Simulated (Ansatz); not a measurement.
## Geometry relaxation, with input and output: Ba3H2 (part 2 of 2)

The same run, continued: Ba3H2 (slab, 5 atoms in the cell); DFT PBE+D3(BJ), scalar-relativistic, plane waves, PAW, no spin polarisation (Ansatz 0.2.0); cutoff 420 eV, 6×6×1 k-mesh, Gaussian smearing of 0.1 eV. The structure derives from an entry of the Crystallography Open Database. The input holds or restrains some coordinates. Forces given for the steps count only the free coordinates. It belongs to a series of runs on one base structure; here: H2 put at a bridge Ba-Ba site.

```
WARN: The output density's exchange-correlation potential varies sharply where the density is thin. Do not read a vacuum level from v_tot or v_xc, or from such a field of the output density. On a cell that repeats whose density bears no net charge and no dipole along the vacuum's axis use v_es (v_loc + v_h of the components); under efield.dipole_correction with no amplitude use v_es + v_field, which holds any external_charges[].barrier, or the levels of the report's work_function block, which leave it out; under a non-zero efield.amplitude the vacuum is tilted and has no level; on a cell that repeats and bears such a dipole with no correction it is tilted too, and efield.dipole_correction with no amplitude gives each side of its ramp a level where efield: is served; in a cell that repeats whose density bears a net charge (total_charge, or a fill off its count) it is curved and has none; of a slab under crystal.periodic whose density bears no net charge use v_es, which has a level on each side, short of where the two are joined; of another it falls or rises all the way out and has none; of a slab beside external_charges read slab_vacuum_level instead, which it has where they leave it neutral. The grid or the basis barely resolves most such structure, and the values can differ between equally converged runs; as a rule a tighter scf.convergence.dr2_threshold does not remove it. Where the density itself ripples (under the LDA too) a higher basis.ecutwfc lessens it. The files hold the spikes' plane waves up to the density's cutoff. Files: v_tot_of_output_density and the like, and their columns of v_z.tsv (output.write_potential); v_xc_of_output_density and the like, and their columns of v_comp_z.tsv (output.write_potential_components). Measured: with its Gaussian average of σ = 0.25 Å subtracted twice, the exchange-correlation potential is over 0.1 eV at 1053 of the grid points where the equally averaged density (valence and model cores) is under 1e-3 e/Å³, and 0.890 eV at the most among them, at an averaged density of 8.9e-4 e/Å³. The input density's (outcome.potential() and, of a run that writes arrays, v_tot and v_xc) is over 0.1 eV, so measured, at 1054 points of its own thin density, 0.890 eV at the most. See output.write_potential in the manual, Limitations
SCF converged after 6 iterations
Free energy (F): -17879.824979 eV
Harris-Foulkes:  -17879.824979 eV  (|F-HF|=3.64e-8)
Internal energy: -17879.806205 eV  (E = F + TS)
E sigma→0 (E₀):  -17879.815592 eV
Entropy (-TS):   -0.018774 eV (-3.755 meV/atom)
Fermi energy:    0.541063 eV
Dipole field:    D = 0.005945 V/Å  (p = 0.018990 e·Å, saw-weighted, corrected)
Work function:   Φ+ = 2.1935 eV   Φ− = 2.3357 eV
Levels:          The Fermi level and band energies are counted from a zero that moves with the ramp; work functions are not
--- Per-component energies (eV) ---
  E_band       = -435.897246
  E_kinetic    = 524.214134
  E_local      = -7614.657699  (includes V_loc(G=0)·N_el)
  E_nonlocal   = 174.569903
  E_hartree    = 3504.900525
  E_xc         = -515.624614
  E_vxc        = -421.302781  (∫ρ·V_xc dr)
  E_paw        = -15678.559620  (= ΣΔE_a)
  E_vpaw       = -108.655227  (= ΣTr[D̂ρ^β])
  E_aug_tail   = -0.002500  (compensation charges beyond the density's cutoff)
  E_efield     = 0.000056  (sawtooth field / dipole correction)
  E_vefield    = 0.143853  (∫n·V_field dr)
  E_ewald      = 1725.753886
  E_disp       = -0.400277  (pairwise vdW)
  E_smearing   = -0.018774  (= −TS)
  E_closure    = 0.000000  (closes the sum)
  Σ components = -17879.824979   (vs F -17879.824979, Δ=0.00e0)
--- Forces (eV/Å), atoms counted from 1 ---
  atom   1  Ba    -0.00001002    -0.00658974     0.00699820
  atom   2  Ba    -0.00024306     0.00115976     0.00013318
  atom   3  Ba     0.00097088     0.00287143    -0.00466245
  atom   4  H     -0.00197270    -0.00903479     0.01080663
  atom   5  H      0.00123947     0.01158757    -0.01331533
  max |Σ_I F_I| component: 3.98e-5 eV/Å
--- Band table (eV; the first three rows and the last of 20) ---
  k-point 0: bands = ["-28.8812", "-28.8645", "-28.1067", "-14.0957", "-14.0756", "-13.9859", "-13.9858", "-13.9594", "-13.9585", "-13.3664", "-13.2087", "-13.2087", "-7.5287", "-1.8232", "-0.8020", "0.0307", "0.1977", "1.0084", "1.2054", "1.6655", "2.2257"]
  k-point 1: bands = ["-28.8801", "-28.8635", "-28.1061", "-14.1024", "-14.0713", "-14.0064", "-13.9890", "-13.9801", "-13.9567", "-13.3562", "-13.2301", "-13.2118", "-7.5206", "-1.5749", "-0.6331", "0.1334", "0.3680", "1.0268", "1.2102", "1.6503", "2.0627"]
  k-point 2: bands = ["-28.8780", "-28.8614", "-28.1048", "-14.1163", "-14.0751", "-14.0464", "-14.0355", "-13.9689", "-13.9507", "-13.3396", "-13.2704", "-13.2182", "-7.5043", "-0.9311", "-0.3148", "0.1561", "0.7118", "1.0648", "1.2409", "1.6981", "1.7398"]
  k-point 19: bands = ["-28.8734", "-28.8568", "-28.1003", "-14.0883", "-14.0880", "-14.0773", "-14.0449", "-14.0442", "-14.0368", "-13.3726", "-13.2787", "-13.2786", "-7.4683", "0.0199", "0.1058", "0.7146", "0.9801", "0.9809", "1.1760", "1.1806", "2.0265"]
--- Relaxed structure (26 steps of the walk, 26 accepted, 0 SCFs on fresh bases) ---
  F+E_penalty+E_count = -17879.82497885 eV   max|allowed force component| = 1.332e-2 eV/Å
  atoms:
    - { symbol: Ba, position: [0.49999999999999994, 0.49999999999999994, 0.3554076215] }
    - { symbol: Ba, position: [-2.5320006125281392e-5, -0.0017353003944530591, 0.4601295187259298] }
    - { symbol: Ba, position: [0.49986262721100283, 0.496820969179688, 0.5643038678947468] }
    - { symbol: H, position: [0.02356989895975603, 0.8437233283610535, 0.6940306527083469] }
    - { symbol: H, position: [0.02583182254683641, 0.7962101975435787, 0.724036248592956] }
```

**Trajectory as extended XYZ (Å, eV, eV/Å), 16 of the 26 frames kept, from step=1 to step=26**
```
5
Lattice="4.9162 0.0000 0.0000 0.0000 4.9162 0.0000 0.0000 0.0000 23.9162" Properties=species:S:1:pos:R:3:forces:R:3 step=1 energy=-17879.70689
Ba    2.4581    2.4581    8.5000    0.0018   0.0016  -0.0195
Ba    0.0000    0.0000   10.9581    0.0149  -0.0076  -0.0083
Ba    2.4581    2.4581   13.4162   -0.0440   0.0268  -0.1433
H     0.0000    2.4581   15.7562   -0.1782   0.1848  -0.0009
H     0.6636    2.1086   15.7562    0.2055  -0.2055   0.1716
5
Lattice="4.9162 0.0000 0.0000 0.0000 4.9162 0.0000 0.0000 0.0000 23.9162" Properties=species:S:1:pos:R:3:forces:R:3 step=3 energy=-17879.75107
Ba    2.4581    2.4581    8.5000   -0.0081   0.0020  -0.0318
Ba   -0.0149    0.0008   10.9487   -0.0147  -0.0009  -0.0012
Ba    2.3951    2.4722   13.3869   -0.0168   0.0023  -0.0225
H     0.1548    2.5235   15.8572    0.7451  -0.6438   0.2467
H     0.7030    1.9909   16.0733   -0.7055   0.6402  -0.1911
5
Lattice="4.9162 0.0000 0.0000 0.0000 4.9162 0.0000 0.0000 0.0000 23.9162" Properties=species:S:1:pos:R:3:forces:R:3 step=4 energy=-17879.78286
Ba    2.4581    2.4581    8.5000   -0.0111   0.0009  -0.0316
Ba   -0.0182   -0.0004   10.9495   -0.0112   0.0011   0.0075
Ba    2.3973    2.4692   13.3920    0.0004  -0.0057  -0.0144
H     0.2900    2.5416   15.9770    0.3158  -0.3515   0.1777
H     0.7343    1.9767   16.2630   -0.2957   0.3554  -0.1384
5
Lattice="4.9162 0.0000 0.0000 0.0000 4.9162 0.0000 0.0000 0.0000 23.9162" Properties=species:S:1:pos:R:3:forces:R:3 step=6 energy=-17879.80295
Ba    2.4581    2.4581    8.5000   -0.0135  -0.0040  -0.0245
Ba   -0.0197   -0.0066   10.9567    0.0040  -0.0010   0.0006
Ba    2.4180    2.4487   13.3961    0.0022  -0.0005  -0.0024
H     0.4650    2.5741   16.2802   -0.0267   0.0508  -0.0324
H     0.8530    2.0307   16.6276    0.0339  -0.0452   0.0587
5
Lattice="4.9162 0.0000 0.0000 0.0000 4.9162 0.0000 0.0000 0.0000 23.9162" Properties=species:S:1:pos:R:3:forces:R:3 step=8 energy=-17879.81110
Ba    2.4581    2.4581    8.5000   -0.0044  -0.0081  -0.0196
Ba   -0.0064   -0.0118   10.9635    0.0049  -0.0008  -0.0018
Ba    2.4485    2.4361   13.4082   -0.0006   0.0026   0.0087
H     0.5724    2.6090   16.5067    0.0748  -0.1071   0.1070
H     0.9188    2.1419   16.9946   -0.0750   0.1133  -0.0947
5
Lattice="4.9162 0.0000 0.0000 0.0000 4.9162 0.0000 0.0000 0.0000 23.9162" Properties=species:S:1:pos:R:3:forces:R:3 step=9 energy=-17879.81382
Ba    2.4581    2.4581    8.5000   -0.0015  -0.0085  -0.0168
Ba   -0.0021   -0.0124   10.9673    0.0062  -0.0008  -0.0022
Ba    2.4595    2.4341   13.4176   -0.0028   0.0038   0.0123
H     0.6221    2.6190   16.6411    0.0296  -0.0459   0.0523
H     0.9526    2.2000   17.1764   -0.0315   0.0514  -0.0460
5
Lattice="4.9162 0.0000 0.0000 0.0000 4.9162 0.0000 0.0000 0.0000 23.9162" Properties=species:S:1:pos:R:3:forces:R:3 step=11 energy=-17879.81573
Ba    2.4581    2.4581    8.5000    0.0029  -0.0056  -0.0049
Ba    0.0036   -0.0081   10.9851    0.0001   0.0001   0.0014
Ba    2.4645    2.4430   13.4606   -0.0005   0.0011   0.0039
H     0.6451    2.6566   16.8074    0.0655  -0.0666   0.1168
H     0.9855    2.3371   17.4045   -0.0684   0.0710  -0.1177
5
Lattice="4.9162 0.0000 0.0000 0.0000 4.9162 0.0000 0.0000 0.0000 23.9162" Properties=species:S:1:pos:R:3:forces:R:3 step=13 energy=-17879.81666
Ba    2.4581    2.4581    8.5000    0.0010  -0.0034   0.0007
Ba    0.0012   -0.0051   10.9941    0.0021  -0.0012  -0.0015
Ba    2.4618    2.4474   13.4733   -0.0010   0.0006  -0.0005
H     0.5966    2.6850   16.7624    0.0310  -0.0245   0.0544
H     0.9501    2.4306   17.3799   -0.0328   0.0279  -0.0529
5
Lattice="4.9162 0.0000 0.0000 0.0000 4.9162 0.0000 0.0000 0.0000 23.9162" Properties=species:S:1:pos:R:3:forces:R:3 step=14 energy=-17879.81712
Ba    2.4581    2.4581    8.5000    0.0043  -0.0049  -0.0013
Ba    0.0050   -0.0067   10.9911   -0.0063   0.0033   0.0021
Ba    2.4591    2.4497   13.4722    0.0040  -0.0022  -0.0020
H     0.5586    2.7307   16.7405    0.0342  -0.0200   0.0615
H     0.9089    2.5256   17.3781   -0.0360   0.0236  -0.0602
5
Lattice="4.9162 0.0000 0.0000 0.0000 4.9162 0.0000 0.0000 0.0000 23.9162" Properties=species:S:1:pos:R:3:forces:R:3 step=16 energy=-17879.81757
Ba    2.4581    2.4581    8.5000    0.0020  -0.0037  -0.0006
Ba    0.0024   -0.0052   10.9920   -0.0010   0.0006   0.0001
Ba    2.4605    2.4491   13.4710    0.0010   0.0000  -0.0006
H     0.5286    2.7663   16.7281    0.0228  -0.0068   0.0448
H     0.8668    2.6308   17.3897   -0.0250   0.0103  -0.0438
5
Lattice="4.9162 0.0000 0.0000 0.0000 4.9162 0.0000 0.0000 0.0000 23.9162" Properties=species:S:1:pos:R:3:forces:R:3 step=18 energy=-17879.81828
Ba    2.4581    2.4581    8.5000    0.0015  -0.0021   0.0002
Ba    0.0018   -0.0029   10.9932    0.0000  -0.0001  -0.0006
Ba    2.4607    2.4530   13.4729   -0.0001  -0.0015   0.0004
H     0.4697    2.9024   16.7399    0.0027   0.0035   0.0040
H     0.7698    2.7821   17.4210   -0.0041   0.0001  -0.0040
5
Lattice="4.9162 0.0000 0.0000 0.0000 4.9162 0.0000 0.0000 0.0000 23.9162" Properties=species:S:1:pos:R:3:forces:R:3 step=19 energy=-17879.81900
Ba    2.4581    2.4581    8.5000    0.0014  -0.0013   0.0009
Ba    0.0016   -0.0018   10.9941    0.0001  -0.0004  -0.0007
Ba    2.4606    2.4548   13.4754   -0.0003  -0.0025   0.0015
H     0.4122    3.0513   16.7513    0.0143  -0.0002   0.0345
H     0.6701    2.9313   17.4506   -0.0154   0.0043  -0.0360
5
Lattice="4.9162 0.0000 0.0000 0.0000 4.9162 0.0000 0.0000 0.0000 23.9162" Properties=species:S:1:pos:R:3:forces:R:3 step=21 energy=-17879.82026
Ba    2.4581    2.4581    8.5000    0.0011  -0.0016   0.0028
Ba    0.0014   -0.0021   10.9971    0.0008  -0.0008  -0.0006
Ba    2.4615    2.4536   13.4828   -0.0011  -0.0027   0.0028
H     0.3061    3.3763   16.7631    0.0411  -0.0324   0.1820
H     0.4648    3.2249   17.4904   -0.0410   0.0357  -0.1844
5
Lattice="4.9162 0.0000 0.0000 0.0000 4.9162 0.0000 0.0000 0.0000 23.9162" Properties=species:S:1:pos:R:3:forces:R:3 step=23 energy=-17879.82228
Ba    2.4581    2.4581    8.5000    0.0008  -0.0039   0.0049
Ba    0.0009   -0.0053   11.0008    0.0002  -0.0008   0.0003
Ba    2.4598    2.4471   13.4908   -0.0006  -0.0003  -0.0009
H     0.2420    3.6060   16.7285   -0.0066   0.0173  -0.0507
H     0.3612    3.4200   17.4477    0.0062  -0.0124   0.0465
5
Lattice="4.9162 0.0000 0.0000 0.0000 4.9162 0.0000 0.0000 0.0000 23.9162" Properties=species:S:1:pos:R:3:forces:R:3 step=24 energy=-17879.82336
Ba    2.4581    2.4581    8.5000    0.0004  -0.0053   0.0061
Ba    0.0003   -0.0071   11.0029   -0.0001  -0.0003   0.0002
Ba    2.4584    2.4440   13.4946   -0.0001   0.0011  -0.0019
H     0.1944    3.7909   16.7002   -0.0003   0.0059  -0.0165
H     0.2824    3.5775   17.4175    0.0000  -0.0014   0.0121
5
Lattice="4.9162 0.0000 0.0000 0.0000 4.9162 0.0000 0.0000 0.0000 23.9162" Properties=species:S:1:pos:R:3:forces:R:3 step=26 energy=-17879.82498
Ba    2.4581    2.4581    8.5000    0.0000  -0.0066   0.0070
Ba   -0.0001   -0.0085   11.0046   -0.0002   0.0012   0.0001
Ba    2.4574    2.4425   13.4960    0.0010   0.0029  -0.0047
H     0.1159    4.1479   16.5986   -0.0020  -0.0090   0.0108
H     0.1270    3.9143   17.3162    0.0012   0.0116  -0.0133
```

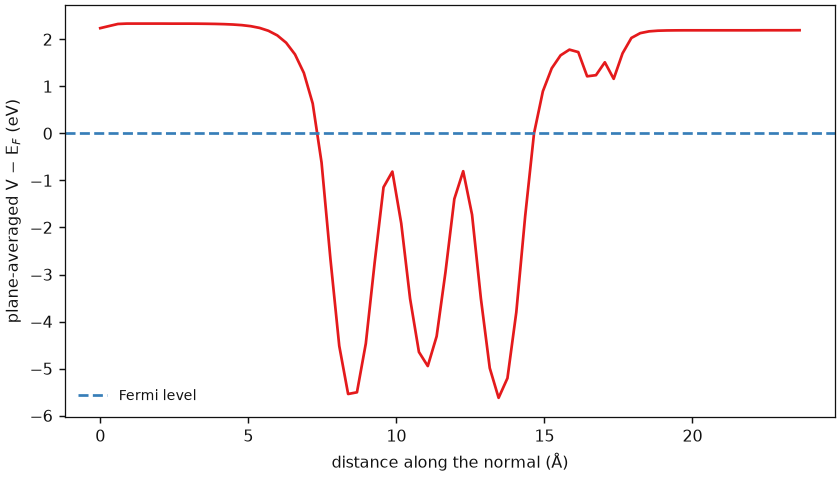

Plane average of the electrostatic potential energy of an electron across the cell, from the Fermi level. The vacuum level lies 2.19 eV above the Fermi level on the upper side and 2.34 eV on the lower.

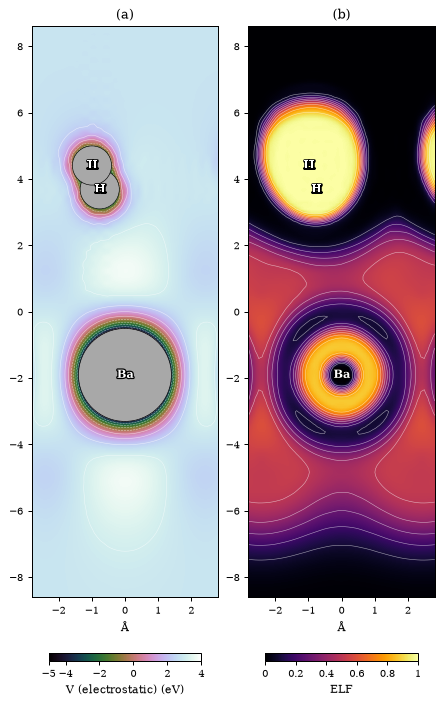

(a) electrostatic potential (local pseudopotential plus Hartree) felt by an electron; (b) electron localisation function on the (100) plane of the calculation cell, a cut from vacuum to vacuum. Grey discs, where drawn, cover atomic cores. Atoms in the plane: Ba and H. H–H (0.75 Å): the ELF peaks at about 1 between the atoms; a covalent bond by its length. The strong features right at Ba lie inside the PAW spheres (semicore, d or f shells) and say nothing about bonding. Core electrons are frozen (PAW), so the fields are smoothed inside the atomic spheres.

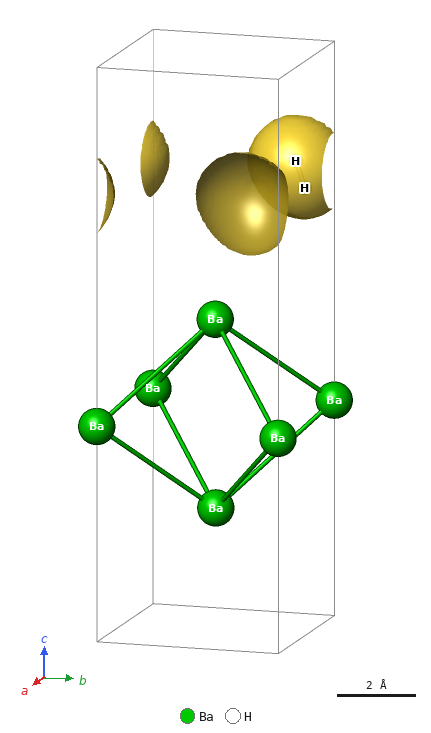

Isosurface of the electron localisation function at 0.8 (yellow), seen slightly off an axis. Only the valence region is drawn (cores and ρ < 0.01 e/Å³ removed). Sticks mark near contacts. Along the contacts the grid gives the following. Ba–Ba (4.27 Å): the ELF is about 0.10 at the midpoint; no localised pair between them.

This output came from the following input.

**Input file**
```yaml
crystal:
  lattice:
    - [4.9162006832, 0.0, 0.0]
    - [0.0, 4.9162006832, 0.0]
    - [0.0, 0.0, 23.9162006832]
  atoms:
    - { symbol: Ba, position: [0.5, 0.5, 0.3554076215] }
    - { symbol: Ba, position: [0.0, 0.0, 0.4581873386] }
    - { symbol: Ba, position: [0.5, 0.5, 0.5609670558] }
    - { symbol: H, position: [0.0, 0.5, 0.6588086834] }
    - { symbol: H, position: [0.1349839203, 0.4289160487, 0.6588086834] }
basis:
  ecutwfc: 420
kpoints:
  mp_grid: { grid: [6, 6, 1] }
hamiltonian:
  xc: pbe
  dispersion: d3bj
scf:
  occupations: { method: gaussian, width: 0.1 }
output:
  forces: true
  eigenvalues: true
  write_density: true
  write_potential: true
  elf: true
  volumetric_format: npy
relax:
  adjacent_minimum: "off"
  f_tol: 0.03
  max_steps: 70
  constraints: [{ sites: [0] }]
efield:
  axis: 3
  dipole_correction: true
  ramp_width: 0.04
```

Launched with:
```bash
ansatz run input.yaml --threads 1 --pin off --max-ram 2560MiB --backend cpu --events-out ev --progress --plain --runs-dir out
```

**Results in brief**

```tsv
quantity	value
outcome	converged under the restraints of the input
electrons treated	32
free energy	−17879.8250 eV
work function, top face	2.19 eV
work function, bottom face	2.34 eV
Fermi energy	0.541 eV
gap on the k-point mesh	none (metallic)
final volume	578.03 Å³
work function (upper face)	2.19 eV
largest force (length of the vector) at the end, held atoms and coordinates included	0.018 eV/Å
hardware	1 thread of Arm Neoverse V2, 256 GiB of memory available, shared host
wall time	11 min
peak memory	0.65 GiB
```

**Remarks**

The program warns: the exchange-correlation potential is rough where the density is thin.
